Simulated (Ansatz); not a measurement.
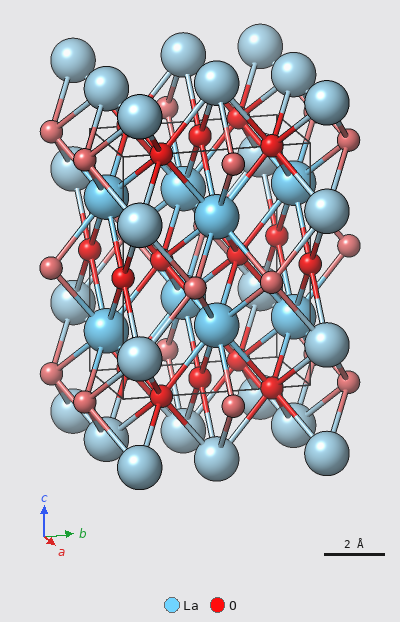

The structure (ball-and-stick view of the cell 2 times as large as that of the calculation, set on its symmetry axes, seen slightly off an axis; neighbours outside the cell are drawn fainter). An atom can appear more than once, as a periodic image.

## Single-point calculation of La2O3

System: La2O3 (Immm, 5 atoms in the cell).
Method: DFT PBE, scalar-relativistic, plane waves, PAW, no spin polarisation (Ansatz 0.2.0).

The structure was made by a generator, so it may or may not be a known phase. Figures and captions count atoms from 1; the log counts them from 0 in places.

The program's output
```
Engine: ansatz 0.2.0, x86_64-unknown-linux-gnu
Pseudopotentials: kind: paw
Pseudopotential: La, paw, valence charge 11, recommended cutoff 420 eV (normal), La.paw.azcp
Pseudopotential: O, paw, valence charge 6, recommended cutoff 420 eV (normal), O.paw.azcp
Functional definition: PBE
  parameter kappa = 0.804
  parameter beta = 0.06672455060314922
  exchange = pbe_x(kappa = kappa, mu = beta*pi^2/3)
  correlation = pbe_c(beta = beta)
Crystal: 5 atoms, lattice volume = 105.876 Å³
Basis set: ecut = 420 eV, 2069 PW (Γ), exchange–correlation on 80×80×80 points (8 copies of the dense FFT grid, shifted against one another)
Bands: 25, of which v1, the nominal top of the filled ones, is band 20 counted from 1 (19 counted from 0)
Symmetry: 8 space group operations
Space group: Immm (ITA 71), of the structure as read, at distance tolerance 4.7e-5 Å
k-points: 46 of 216
Non-local potential: La, projectors of the file, l = 0: 3, l = 1: 2, l = 2: 2, l = 3: 3
Non-local potential: O, projectors of the file, l = 0: 2, l = 1: 2, l = 2: 1
PAW form: soft (Blöchl's): semilocal exchange-correlation on the pseudo side does not see the compensation charge
PAW one-centre angular grid: La, 590 points (default); XC on 64 Gauss nodes
PAW one-centre angular grid: O, 110 points (default); XC on 64 Gauss nodes
Initial density: superposition of atomic densities (neutral atoms: chi_scale 0, normalization atom), corrected by the library's trained network
Initial wavefunctions: pseudopotential atomic-orbital guess
Functional: x = pbe(κ = 0.804, μ = 0.2195149727645171), c = pbe(β = 0.06672455060314922)
SCF iter   1: F=—  HF=-14202.311580 eV  |F-HF|=—  |Δ(HF+E_count)|=         —  Δρ=7.57e-3  dr2=3.38e-2  ethr=1.77e-3  ⟨swp⟩=4.5  Hψ=4739  notcnv=0
preconditioner: auto → Kerker (q_TF=auto, 2.320 Å⁻¹)  [metal: Δε(μ)=0.063 eV  Ē_g=10.162 eV  σ=0.100 eV  W_gap=0.34  n_scr=16 (ndim 8)  ℏωp=21.7 eV  f_vac=0.000  D(μ)=3.53/eV (n_scr^D=32)]
SCF iter   2: F=—  HF=-14202.308420 eV  |F-HF|=—  |Δ(HF+E_count)|=   3.16e-3  Δρ=3.11e-3  dr2=7.18e-3  ethr=8.45e-5  ⟨swp⟩=3.0  Hψ=1955  notcnv=0  defer=9
SCF iter   3: F=—  HF=-14202.308823 eV  |F-HF|=—  |Δ(HF+E_count)|=   4.03e-4  Δρ=7.85e-4  dr2=1.08e-3  ethr=1.80e-5  ⟨swp⟩=2.8  Hψ=1608  notcnv=0  defer=9
SCF iter   4: F=—  HF=-14202.308827 eV  |F-HF|=—  |Δ(HF+E_count)|=   4.15e-6  Δρ=4.85e-4  dr2=4.92e-4  ethr=2.69e-6  ⟨swp⟩=2.0  Hψ=1562  notcnv=0  defer=9
SCF iter   5: F=—  HF=-14202.308779 eV  |F-HF|=—  |Δ(HF+E_count)|=   4.82e-5  Δρ=1.79e-4  dr2=3.86e-5  ethr=1.23e-6  ⟨swp⟩=2.0  Hψ=1565  notcnv=0  defer=9
SCF iter   6: F=—  HF=-14202.308771 eV  |F-HF|=—  |Δ(HF+E_count)|=   7.87e-6  Δρ=4.98e-5  dr2=2.74e-6  ethr=9.64e-8  ⟨swp⟩=2.7  Hψ=2111  notcnv=0  defer=9
SCF iter   7: F=—  HF=-14202.308773 eV  |F-HF|=—  |Δ(HF+E_count)|=   1.93e-6  Δρ=1.17e-5  dr2=1.63e-7  ethr=6.85e-9  ⟨swp⟩=2.1  Hψ=1919  notcnv=0  defer=9
SCF iter   8: F=-14202.308773 eV  HF=-14202.308773 eV  |F-HF|=1.81e-9  |Δ(HF+E_count)|=   9.27e-8  Δρ=3.37e-6  dr2=1.88e-8  ethr=2.50e-10  ⟨swp⟩=11.0  Hψ=5818  notcnv=0
SCF 1 converged in 8 iterations: F = -14202.308773 eV  dr2 = 1.88e-8
  greatest PAW one-centre occupation: 0.971 electrons in one spin orbital (limit 2), on the La atom at site 1 (counted from 0), in its partial waves of l = 0
SCF converged after 8 iterations
Free energy (F): -14202.308773 eV
Harris-Foulkes:  -14202.308773 eV  (|F-HF|=1.81e-9)
Internal energy: -14202.289875 eV  (E = F + TS)
E sigma→0 (E₀):  -14202.299324 eV
Entropy (-TS):   -0.018898 eV (-3.780 meV/atom)
Fermi energy:    8.467727 eV
--- Per-component energies (eV) ---
  E_band       = -129.874504
  E_kinetic    = 877.176152
  E_local      = -1659.392518  (includes V_loc(G=0)·N_el)
  E_nonlocal   = 337.943364
  E_hartree    = 555.759407
  E_xc         = -490.650374
  E_vxc        = -564.777169  (∫ρ·V_xc dr)
  E_paw        = -11305.175287  (= ΣΔE_a)
  E_vpaw       = -232.352245  (= ΣTr[D̂ρ^β])
  E_aug_tail   = 0.006865  (compensation charges beyond the density's cutoff)
  E_ewald      = -2517.957485
  E_smearing   = -0.018898  (= −TS)
  E_closure    = 0.000000  (closes the sum)
  Σ components = -14202.308773   (vs F -14202.308773, Δ=0.00e0)
--- Forces (eV/Å), atoms counted from 1 ---
  atom   1  La     0.00000000     0.00000000     1.01544507
  atom   2  La     0.00000000     0.00000000    -1.01544507
  atom   3  O      0.00000000     0.92479546     0.00000000
  atom   4  O      0.00000000     0.00000000     0.00000000
  atom   5  O      0.00000000    -0.92479546     0.00000000
  max |Σ_I F_I| component: 1.11e-16 eV/Å
--- Stress (GPa, compression-positive) ---
      -10.009185       0.000000       0.000000
        0.000000       1.059686       0.000000
        0.000000       0.000000     -51.309213
  P = ⅓ Tr σ = -20.0862 GPa (-200.862 kbar)
--- Band table (eV; the first three rows and the last of 46) ---
  k-point 0: bands = ["-25.0100", "-24.8772", "-9.0684", "-8.6346", "-8.4309", "-8.3163", "-8.2634", "-8.2088", "-8.1075", "-7.5752", "-6.8686", "5.4507", "5.8101", "6.0341", "6.2537", "6.4654", "6.5785", "6.6314", "7.6443", "7.9501", "8.4103", "9.4300", "9.5582", "9.6167", "9.7167"]
  k-point 1: bands = ["-24.9876", "-24.8799", "-8.9717", "-8.7358", "-8.6476", "-8.5247", "-8.3442", "-8.1773", "-7.7547", "-7.5250", "-6.9700", "5.6690", "5.6855", "5.9267", "6.1720", "6.2509", "6.3067", "7.1057", "7.7764", "8.2279", "8.3722", "9.3470", "9.5098", "9.6576", "9.6774"]
  k-point 2: bands = ["-24.9423", "-24.8852", "-9.2165", "-8.9402", "-8.6354", "-8.5213", "-8.4309", "-8.1170", "-7.5622", "-7.4620", "-7.0691", "5.3042", "5.7371", "5.8070", "6.0724", "6.2918", "6.3528", "6.4618", "8.0566", "8.4409", "8.7928", "9.3197", "9.4982", "9.5845", "9.6051"]
  k-point 45: bands = ["-24.9754", "-24.9092", "-9.3856", "-9.3846", "-8.4781", "-8.2565", "-8.2233", "-8.0897", "-7.1746", "-7.1579", "-7.0110", "4.5849", "5.5963", "5.7381", "6.3535", "6.8164", "6.8243", "6.9268", "7.5380", "8.2236", "8.2277", "9.3957", "9.4932", "9.5463", "9.5509"]
```

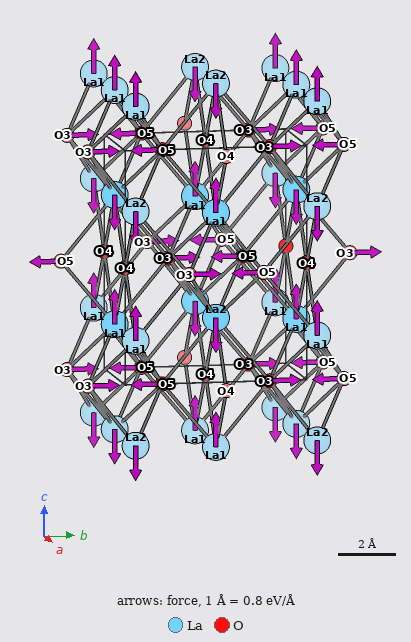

Forces on the atoms as pink arrows (ball-and-stick view of the cell 2 times as large as that of the calculation, set on its symmetry axes, seen slightly off an axis; neighbours outside the cell are drawn fainter; atoms are numbered from 1 in the order of the input). The largest act on La1, La2 (1.02 eV/Å); O3, O5 (0.92 eV/Å). The geometry is not a stationary point of this energy.

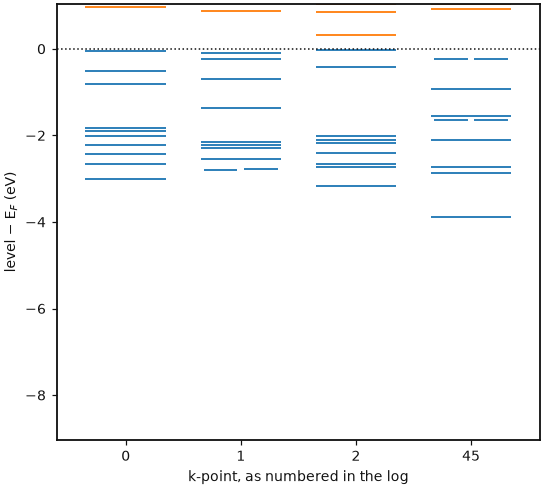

Kohn–Sham levels near the Fermi level (dotted) at the few k-points that the log prints; levels within 0.02 eV of each other stand side by side. The system is metallic on the full mesh.

This output came from the following input.

Input
```yaml
crystal:
  lattice:
    - [-1.94845028, 3.25624079, 4.17188244]
    - [1.94845028, -3.25624079, 4.17188244]
    - [1.94845028, 3.25624079, -4.17188244]
  atoms:
    - { symbol: La, position: [0.22408313, 0.72408313, 0.5] }
    - { symbol: La, position: [0.77591687, 0.27591687, 0.5] }
    - { symbol: O, position: [0.79556664, 0.0, 0.79556664] }
    - { symbol: O, position: [0.5, 0.5, 0.0] }
    - { symbol: O, position: [0.20443336, 0.0, 0.20443336] }
basis:
  ecutwfc: 420
kpoints:
  mp_grid: { grid: [6, 6, 6] }
hamiltonian:
  xc: pbe
scf:
  occupations: { method: gaussian, width: 0.1 }
  lower_state_search: "off"
output:
  forces: true
  stress: true
  eigenvalues: true
```

Command:
```bash
ansatz run input.yaml --threads 1 --pin off --max-ram 2560MiB --backend cpu --events-out ev --progress --plain --runs-dir out
```

Summary

```tsv
quantity	value
outcome	converged
space group (tolerance 0.01 Å)	Immm (71)
electrons treated	40
free energy	−14202.3088 eV
Fermi energy	8.468 eV
gap on the k-point mesh	none (metallic)
pressure	−20.09 GPa
largest force (length of the vector)	1.015 eV/Å
hardware	1 thread of AMD EPYC (Zen 5), 160 GiB of memory available, shared host
wall time	3.2 s
peak memory	0.49 GiB
```
